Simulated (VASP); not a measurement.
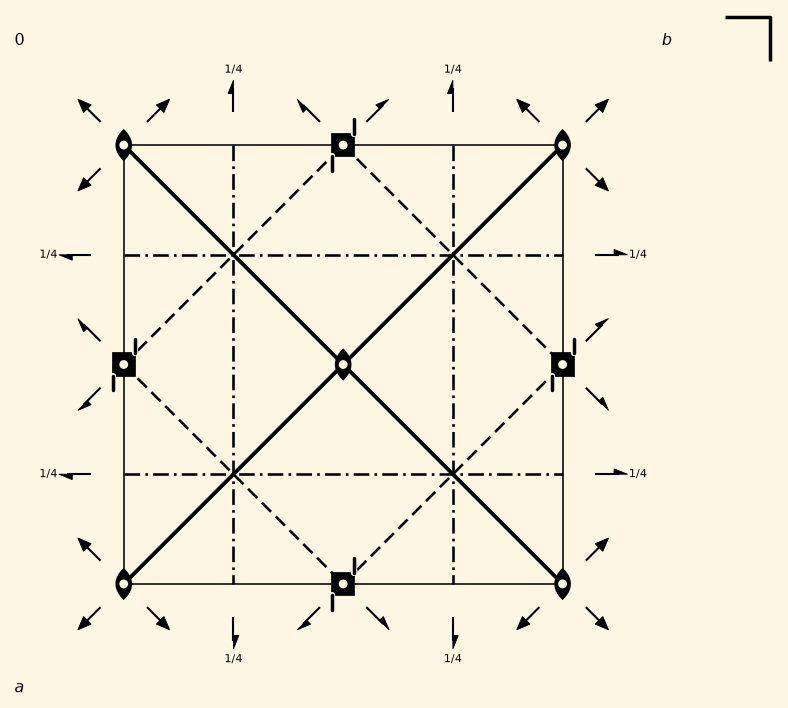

Symmetry elements of a space group, projected down c, computed from the operations of a computed or model structure of composition TiO2.

Symbols follow the International Tables: origin at the upper left, the third axis towards the viewer; heavy, dashed, dotted, dash-dotted and dash-dot-dot lines are mirror, in-plane glide, out-of-plane glide, diagonal (n; with arrows d) and double (e) glide planes seen edge on; arrows at the rim are 2 (full head) and 2₁ (half head) axes in the plane; the corner sign is a plane parallel to the page; fractions are heights. Handed screw axes carry their printed symbol instead of tails.

Q: Identify the space group.

A: P4_2/mnm, No. 136; primitive tetragonal, point group 4/mmm, 16 general positions a cell.

Q: List the elements shown.

A: 4₂ axes along c at (0, 1/2), (1/2, 0); 2 axes along c at (0, 0), (1/2, 1/2); inversion centres at (0, 0), (0, 1/2), (1/2, 0), (1/2, 1/2); mirror planes holding c and [1 1 0] or [−1 1 0]; in-plane glide planes holding c and [1 1 0] or [−1 1 0]; n glide planes normal to a, at x = 1/4, 3/4; n glide planes normal to b, at y = 1/4, 3/4; a mirror plane normal to c at height 0; 2 axes along [1 1 0] at height 0; 2 axes along [−1 1 0] at height 0; 2₁ axes along [1 1 0] at height 0; 2₁ axes along [−1 1 0] at height 0; 2₁ axes along a at height 1/4; 2₁ axes along b at height 1/4. Heights repeat every half period; positions are (a, b) fractions, modulo 1.
